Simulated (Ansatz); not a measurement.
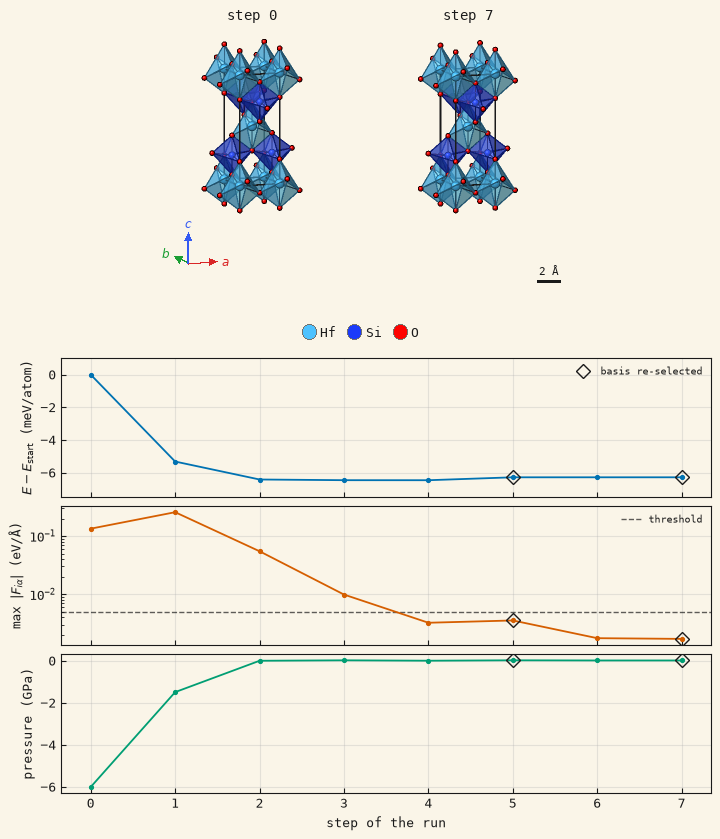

First and last geometry of a relaxation of solid HfSiO4 (built on the anatase host type), with the history of the run. Style: polyhedral. Shown: the conventional cell (2 times the calculation's cell), slightly off an axis. Lengths and directions refer to the drawn axes.

Computed with DFT, r2SCAN, plane waves, PAW (Ansatz 0.2.0).

Input
```yaml
crystal:
  lattice:
    - [-1.8761446688, 1.8761446688, 4.9306408659]
    - [1.8761446688, -1.8761446688, 4.9306408659]
    - [1.8761446688, 1.8761446688, -4.9306408659]
  atoms:
    - { symbol: Hf, position: [0.0, 0.0, 0.0] }
    - { symbol: Si, position: [0.75, 0.25, 0.5] }
    - { symbol: O, position: [0.9278095376, 0.4278095376, 0.5] }
    - { symbol: O, position: [0.2203501781, 0.2203501781, 0.0] }
    - { symbol: O, position: [0.5721904624, 0.0721904624, 0.5] }
    - { symbol: O, position: [0.7796498219, 0.7796498219, 0.0] }
kpoints:
  mp_grid: { grid: [8, 8, 8] }
hamiltonian:
  xc: r2scan
scf:
  occupations: { method: fermi_dirac, width: 0.02 }
relax:
  f_tol: 0.005
  cell: {}
```

Launched with:
```bash
ansatz run input.yaml --threads 4 --pin off --max-ram 6451MiB --backend cpu --events-out ev --progress --plain --runs-dir out
```

Question: What do the curves and the structures tell?

Answer: It converged. The largest moves relative to the cell, 0.013 Å, are those of O4 and O6. O6 goes along −c. Si and Hf stay in place. Cell: a = b 3.752 → 3.718 Å (−0.9 %), c 9.861 → 9.761 Å (−1.0 %). Volume −2.8 %. Near-neighbour distances that change, for instance: Si2–O4 1.899 → 1.879 Å, Hf1–O3 2.007 → 1.988 Å, Si2–O3 1.753 → 1.735 Å, Hf1–O4 2.173 → 2.164 Å. The space group stays I-4m2 (No. 119). The energy falls by 6.3 meV per atom in 5 accepted moves (7 points after the start). The largest force component goes from 0.13 to 0.0017 eV/Å. Pressure: −6.00 GPa at the start and 0.02 GPa at the end. The SCF was repeated twice at an unchanged geometry on a basis and grid sized afresh for the cell, which shifted the energy by 0.2 meV per atom at most. The run took 45 s on 4 threads of Arm Neoverse V2, with other jobs on the host, peak memory 0.58 GiB.
